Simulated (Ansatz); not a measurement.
## Cu: a failed or faulty run and its cure

System: Cu (1 atom in the cell).
Method of run 1: DFT, scan0x, plane waves, PAW (Ansatz 0.2.0).

The structure derives from a Materials Project entry. Text and figures count atoms from 1; the logs count them from 0 in places.

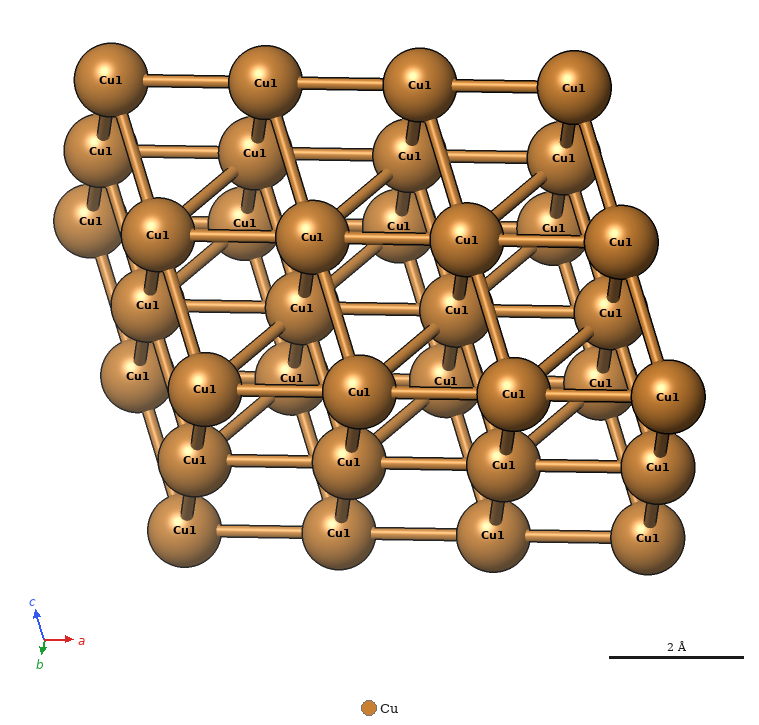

Figure 1. The structure (ball-and-stick view of the cell of the calculation, repeated 3 × 2 × 2, seen at an oblique angle; atoms are numbered from 1 in the order of the input).

**Input, run 1**
```yaml
crystal:
  lattice:
    - [-1.4716491864, 1.4716491864, 1.37608145]
    - [1.4716491864, -1.4716491864, 1.37608145]
    - [1.4139374536, 1.4139374536, -1.37608145]
  atoms:
    - { symbol: Cu, position: [0.0, 0.0, 0.0] }
hamiltonian:
  xc: scan0x
  pseudopotentials: { kind: paw }
kpoints:
  mp_grid: { grid: [11, 11, 11] }
scf:
  occupations: { method: fermi_dirac, width: 0.05 }
  max_iter: 60
output:
  forces: true
  stress: true
  eigenvalues: true
```

Command:
```bash
ansatz run input.yaml --threads 2 --pin off --max-ram 5632MiB --backend cpu --events-out ev --progress --plain --runs-dir out
```

Hardware: 2 threads of Intel Xeon (Granite Rapids), 176 GiB of memory available, shared host.

**Output (run 1)**
```
Error: YAML parse error: error: line 9 column 7: hamiltonian.xc: unknown variant `scan0x`, expected one of `lda`, `lda-pw`, `pw92`, `pbe`, `pbesol`, `rpbe`, `revpbe`, `blyp`, `pbe0`, `revpbe0`, `b3lyp`, `b3lyp5`, `hse06`, `wpbeh`, `hiss`, `lc_wpbe`, `cam_b3lyp`, `hf`, `r2scan`, `r2scanh`, `r2scan0`, `r2scan50`, `mr2scan`
  --> <input>:9:7
   |
 7 |     - { symbol: Cu, position: [0.0, 0.0, 0.0] }
 8 | hamiltonian:
 9 |   xc: scan0x
   |       ^ hamiltonian.xc: unknown variant `scan0x`, expected one of `lda`, `lda-pw`, `pw92`, `pbe`, `pbesol`, `rpbe`, `revpbe`, `blyp`, `pbe0`, `revpbe0`, `b3lyp`, `b3lyp5`, `hse06`, `wpbeh`, `hiss`, `lc_wpbe`, `cam_b3lyp`, `hf`, `r2scan`, `r2scanh`, `r2scan0`, `r2scan50`, `mr2scan`
10 |   pseudopotentials: { kind: paw }
11 | kpoints:
   |
```

What went wrong, and how is the input to be mended?

The input was spoiled on purpose: an unknown functional (`hamiltonian.xc`). The program refused the input: “YAML parse error: error: line 9 column 7: hamiltonian.xc: unknown variant `scan0x`, expected one of `lda`, `lda-pw`, `pw92`, `pbe`, `pbesol`, `rpbe`, `revpbe`, `blyp`, `pbe0`, `revpbe0`, `b3lyp`, `b3lyp5`, `hse06`, `wpbeh`, `hiss`, `lc_wpbe`, `cam_b3lyp`, `hf`, `r2scan`, `r2scanh`, `r2scan0`, `r2scan50`, `mr2scan` --> …”

A run of the same system that converges differs from this input as follows (lines with − go, lines with + come):
```diff
-  xc: scan0x
+  xc: pbesol
-  max_iter: 60
```

**Output, shortened to warnings, some set-up lines, iterations and results (run 2)**
```
Basis set: ecut = 420 eV, 217 PW (Γ), exchange–correlation on 36×36×36 points (8 copies of the dense FFT grid, shifted against one another)
Symmetry: 8 space group operations
k-points: 216 of 1331
Initial density: superposition of atomic densities (neutral atoms: chi_scale 0, normalization atom), corrected by the library's trained network
[...]
SCF iter   1: F=—  HF=-6588.739612 eV  |F-HF|=—  |Δ(HF+E_count)|=         —  Δρ=2.01e-2  dr2=2.37e-2  ethr=1.77e-3  ⟨swp⟩=5.5  Hψ=15325  notcnv=0
SCF iter   2: F=—  HF=-6588.734037 eV  |F-HF|=—  |Δ(HF+E_count)|=   5.58e-3  Δρ=1.04e-3  dr2=4.97e-5  ethr=1.25e-4  ⟨swp⟩=2.8  Hψ=6541  notcnv=0  defer=64
SCF iter   3: F=—  HF=-6588.734031 eV  |F-HF|=—  |Δ(HF+E_count)|=   6.20e-6  Δρ=9.72e-4  dr2=3.89e-5  ethr=2.62e-7  ⟨swp⟩=2.0  Hψ=5021  notcnv=0  defer=64
SCF iter   4: F=—  HF=-6588.734059 eV  |F-HF|=—  |Δ(HF+E_count)|=   2.78e-5  Δρ=7.08e-5  dr2=2.14e-7  ethr=2.05e-7  ⟨swp⟩=1.0  Hψ=2960  notcnv=0  defer=64
SCF iter   5: F=-6588.734058 eV  HF=-6588.734058 eV  |F-HF|=1.79e-10  |Δ(HF+E_count)|=   1.12e-7  Δρ=3.52e-6  dr2=6.15e-10  ethr=1.13e-9  ⟨swp⟩=2.3  Hψ=4486  notcnv=0  …
SCF iter   6: F=-6588.734058 eV  HF=-6588.734058 eV  |F-HF|=4.55e-12  |Δ(HF+E_count)|=  3.38e-10  Δρ=1.32e-7  dr2=8.23e-13  ethr=3.23e-12  ⟨swp⟩=2.2  Hψ=9745  notcnv=0
SCF 1 converged in 6 iterations: F = -6588.734058 eV  dr2 = 8.23e-13
SCF converged after 6 iterations
Free energy (F): -6588.734058 eV
Harris-Foulkes:  -6588.734058 eV  (|F-HF|=4.55e-12)
Internal energy: -6588.731629 eV  (E = F + TS)
E sigma→0 (E₀):  -6588.732844 eV
Entropy (-TS):   -0.002430 eV (-2.430 meV/atom)
Fermi energy:    17.196997 eV
--- Per-component energies (eV) ---
  E_band       = -349.923459
  E_kinetic    = 300.531633
  E_local      = -3994.440495  (includes V_loc(G=0)·N_el)
  E_nonlocal   = 391.537377
  E_hartree    = 1758.682567
  E_xc         = -89.259095
  E_vxc        = -115.700152  (∫ρ·V_xc dr)
  E_paw        = -1626.227324  (= ΣΔE_a)
  E_vpaw       = -449.217222  (= ΣTr[D̂ρ^β])
  E_aug_tail   = 0.000288  (compensation charges beyond the density's cutoff)
  E_ewald      = -3329.762782
  E_core_change = 0.206202  (= ΣΔE_core)
  E_smearing   = -0.002430  (= −TS)
  E_closure    = -0.000000  (closes the sum)
  Σ components = -6588.734058   (vs F -6588.734058, Δ=0.00e0)
--- Forces (eV/Å), atoms counted from 1 ---
  atom   1  Cu     0.00000000     0.00000000     0.00000000
  max |Σ_I F_I| component: 0.00e0 eV/Å
--- Stress (GPa, compression-positive) ---
       -0.817098       4.818054      -0.000000
        4.818054      -0.817098       0.000000
       -0.000000       0.000000      -1.277955
  P = ⅓ Tr σ = -0.9707 GPa (-9.707 kbar)
```

**The two runs side by side**

| quantity | run 1 | run 2 |
| --- | --- | --- |
| outcome | refused | converged |
| free energy per atom (eV) | – | −6588.7341 |
| gap on the mesh (eV) | – | 0.00 |
| pressure (GPa) | – | −0.97 |
| volume per atom (Å³) | – | 11.45 |
| largest force (eV/Å) | – | 0.000 |
| SCF iterations | – | 6 |
| irreducible k-points | – | 216 |
| plane waves at Γ | – | 217 |
